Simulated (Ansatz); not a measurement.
The calculation's input:

```
crystal:
  lattice:
    - [0.0, 1.976254362, 1.976254362]
    - [1.947458862, 0.0, 1.976254362]
    - [1.947458862, 1.976254362, 0.0]
  atoms:
    - { symbol: Ir, position: [0.0, 0.0, 0.0] }
basis:
  ecutwfc: 420
kpoints:
  mp_grid: { grid: [16, 16, 16] }
hamiltonian:
  xc: pbesol
scf:
  occupations: { method: gaussian, width: 0.1 }
output:
  forces: true
  stress: true
  eigenvalues: true
  write_density: true
  write_potential: true
  elf: true
  volumetric_format: npy
```

Run with:

```sh
ansatz run input.yaml --threads 1 --pin off --max-ram 1331MiB --backend cpu --events-out ev --progress --plain --runs-dir out
```

Below, planes, directions and counts refer to the conventional cell (a = 2.79 Å, b = 2.79 Å, c = 3.89 Å, α = 90.00°, β = 90.00°, γ = 90.00°).

Space group I4/mmm; changed on purpose from its base cell (strained and moved within a subgroup); computed pressure about −25 GPa in this cell; computed without spin polarisation.

Theory: Ansatz 0.2.0, DFT PBEsol, scalar-relativistic, plane waves, PAW.

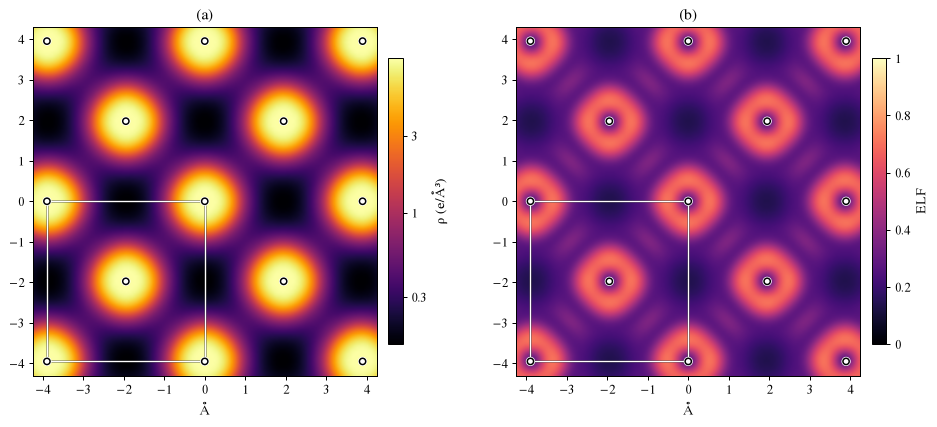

Ir. (a) valence electron density; (b) electron localisation function on the (11̄0) plane of the conventional cell. Circles mark the nuclei in the plane (Ir).

In a PAW calculation such maps are meaningful between the atoms, not at the nuclei.

> Describe what can be read from this map.

The section cuts through Ir sites. Ir–Ir (2.77 Å): ρ is about 0.41 e/Å³ halfway; the ELF is about 0.35 at the midpoint. Between the atoms the lowest density in this plane is 0.15 e/Å³. The features right at Ir lie inside the PAW spheres, where the map follows smoothed inner orbitals and isn't to be read closely.
